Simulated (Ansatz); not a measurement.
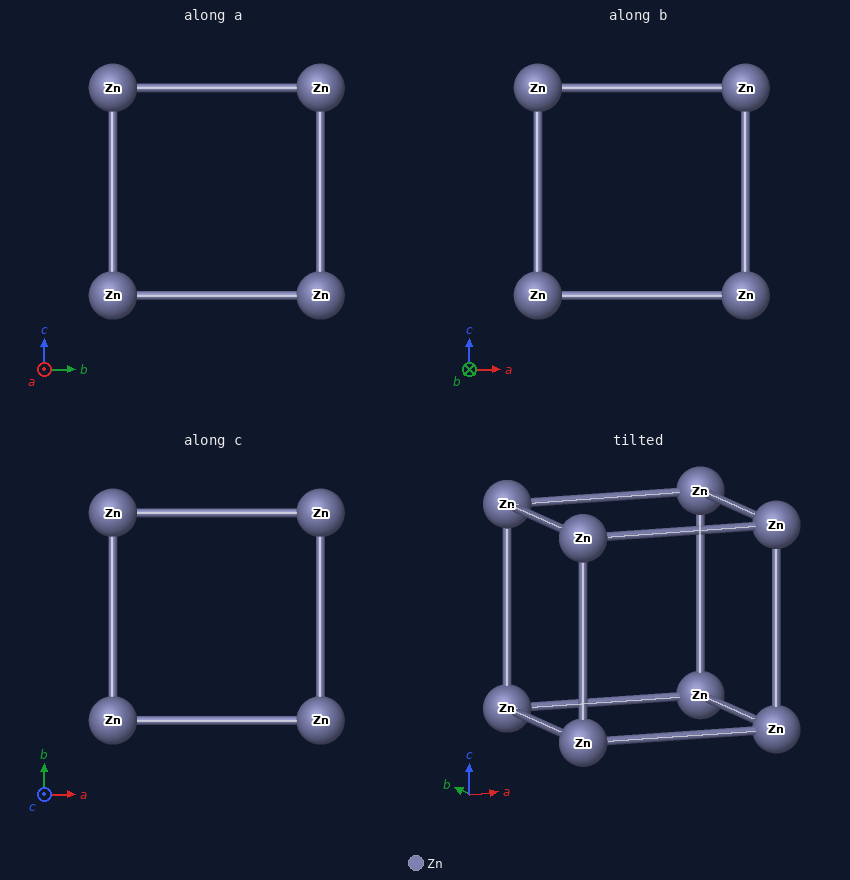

Shown here is a ball-and-stick view of the crystal, taken along the a axis, along the b axis, along the c axis and slightly off an axis. Atoms at the boundary of the conventional unit cell (the box) are drawn once for each face, edge or corner they touch.

Lattice parameters: a = 2.5812 Å, b = 2.5812 Å, c = 2.5812 Å, α = 90.000°, β = 90.000°, γ = 90.000°.

> Set out the cell and atoms as a CIF in P1 with every atom of the cell.

```cif
data_structure
_symmetry_space_group_name_H-M 'P 1'
_symmetry_Int_Tables_number 1
_cell_length_a 2.5812
_cell_length_b 2.5812
_cell_length_c 2.5812
_cell_angle_alpha 90.000
_cell_angle_beta 90.000
_cell_angle_gamma 90.000
_cell_volume 17.20
loop_
_atom_site_label
_atom_site_type_symbol
_atom_site_fract_x
_atom_site_fract_y
_atom_site_fract_z
_atom_site_occupancy
Zn1 Zn 0.0000 0.0000 0.0000 1
```

Its origin is a structure type filled with this element by a generator (whether the element takes this form wasn't checked). Earlier steps of the study may have refined or changed the cell and positions. It was the input of a calculation with Ansatz.
